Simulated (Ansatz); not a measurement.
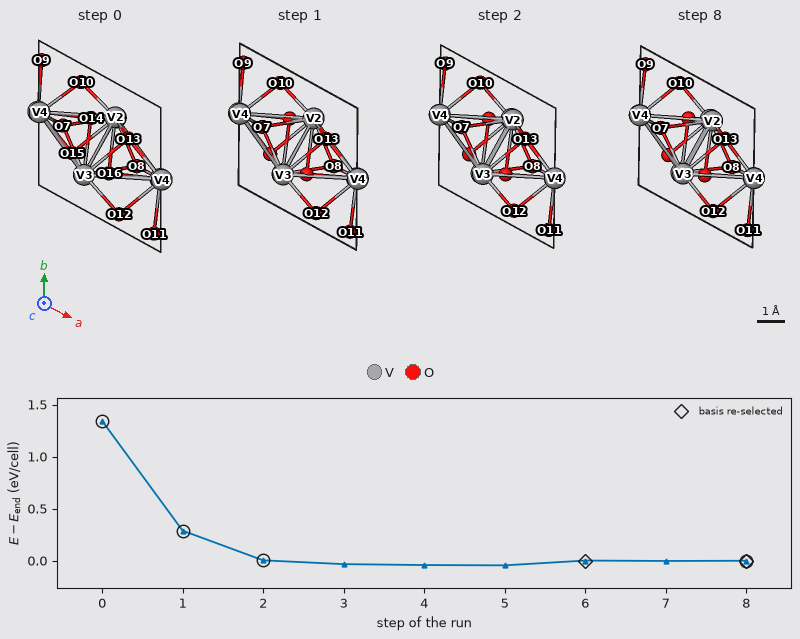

Frames of a relaxation of a crystal of V3O5 (set up in Cc) (coarse preliminary run), marked on the history of the run. The picture is a ball-and-stick view of the cell of the calculation, seen along the c axis.

Theory: DFT PBEsol, scalar-relativistic, plane waves, PAW (Ansatz). Set-up: plane-wave cutoff 420 eV; k-point mesh 4 × 4 × 4; occupations gaussian; smearing width 0.1 eV; collinear spin; cell and atoms relaxed; force threshold 0.05 eV/Å; at most 80 steps.

Describe the path.

Over 6 accepted moves (8 points after the start) the energy falls by 1.344 eV per cell of the calculation. The largest force component goes from 0.44 to 0.017 eV/Å. Pressure: −17.52 GPa at the start and 0.01 GPa at the end. At 2 points the geometry stayed and the basis and grid were re-selected for the new cell (energy shift of 46.0 meV per cell of the calculation at most each time). The largest moves relative to the cell, 0.10 Å, are those of O atoms. By element the largest moves are O 0.10 Å, V 0.10 Å. Cell: a 5.196 → 4.849 Å (−6.7 %), b 5.714 → 5.518 Å (−3.4 %), c 7.109 → 7.065 Å (−0.6 %), α 109.7° → 110.4°, γ 117.0° → 116.1°. Volume −10.1 %. Among the contacts that change: V–V 3.054 → 2.802 Å, V–V 3.079 → 2.845 Å, V–V 3.244 → 3.024 Å, V–V 3.079 → 2.890 Å. Among the angles between lasting bonds that change: V–O–V 102.0° → 94.4°, V–O–V 119.7° → 125.4°, V–O–V 103.0° → 97.5°. The space group stays Cc (No. 9). The run may lie on a higher electronic state than the lowest, so the end point isn't shown to be the ground-state structure. The run took 4.2 min on 4 threads of Oxide Virtual Turin-like Processor (Zen 5) (shared host), peak memory 1.3 GiB. From step 0 to 1: O atoms move most (0.04 Å), volume −6.2 %, energy −1.055 eV per cell of the calculation. From step 1 to 2: V atoms move most (0.06 Å), volume −3.2 %, energy −0.285 eV per cell of the calculation. From step 2 to 8: O atoms move most (0.04 Å), volume −1.0 %, energy −4.0 meV per cell of the calculation.
